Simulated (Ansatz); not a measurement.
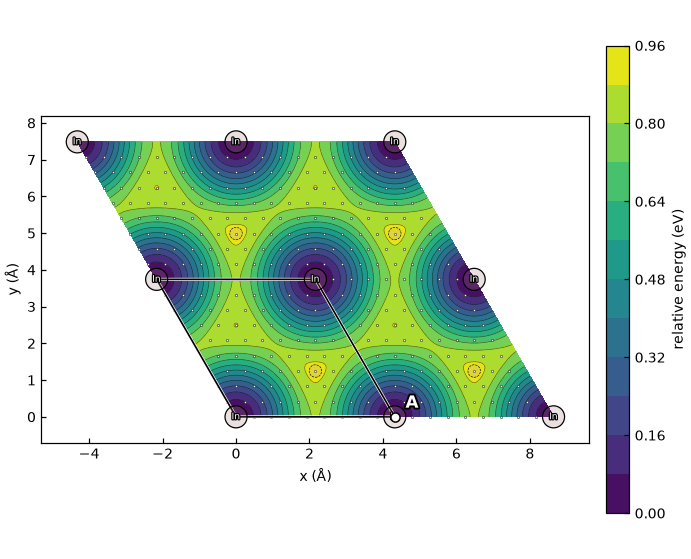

H on an InAs(111) slab cut from the F-43m phase, its upper half relaxed before the scan (4 atoms of substrate and one adsorbate in a 1 × 1 cell). H is moved over the surface cell at a fixed height above a rigid substrate; the origin of the map has the adsorbate above In4; the height is held at 2.50 Å. Places are given modulo a cell vector. The map is drawn in real space over the plane of the surface. The scan uses a 9 × 9 grid; 19 points were computed and 62 follow by symmetry. All energies are given in eV relative to the lowest grid point. The runs have no spin polarisation, so an open-shell adsorbate far from the surface lies too high. With one adsorbate in each 1 × 1 cell, its nearest image is 4.3 Å away, so neighbouring adsorbates interact. At a fixed height the lowest place need not be the adsorption site. Theory: Ansatz 0.2.0, DFT PBE+D3(BJ), scalar-relativistic, plane waves, PAW. Settings: cutoff 420 eV, k-mesh 6×6×1, gaussian smearing 0.1 eV, no spin polarisation.

Drawn: filled contours, dots at the grid points, labelled circles for the atoms of the top layer and small ones for the second layer, the outline of one cell of the 2 × 2 shown, the point A. Between grid points the surface is interpolated.

Q: Find the lowest pass out of the well at A.

A: The easiest path leads from the well at the top site over a surface In atom, (0/9, 0/9) of the cell vectors to its copy one period on. Its highest point lies about 0.81 eV above the bottom of the first well on the interpolated surface, at about (0.01, 0.50) of the cell vectors. This is the barrier on the constrained surface; relaxing the other coordinates would change it.

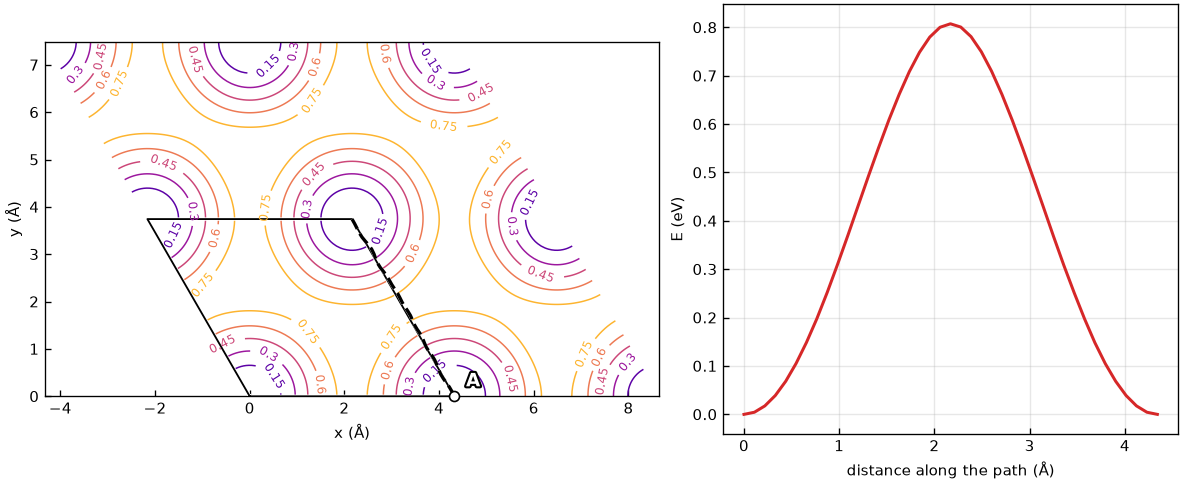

Drawn: contour lines labelled in eV, a line along the lowest path, the outline of one cell of the 2 × 2 shown, the energy along the path at the right. Between grid points the surface is interpolated.

PAW datasets: the set soft_1.
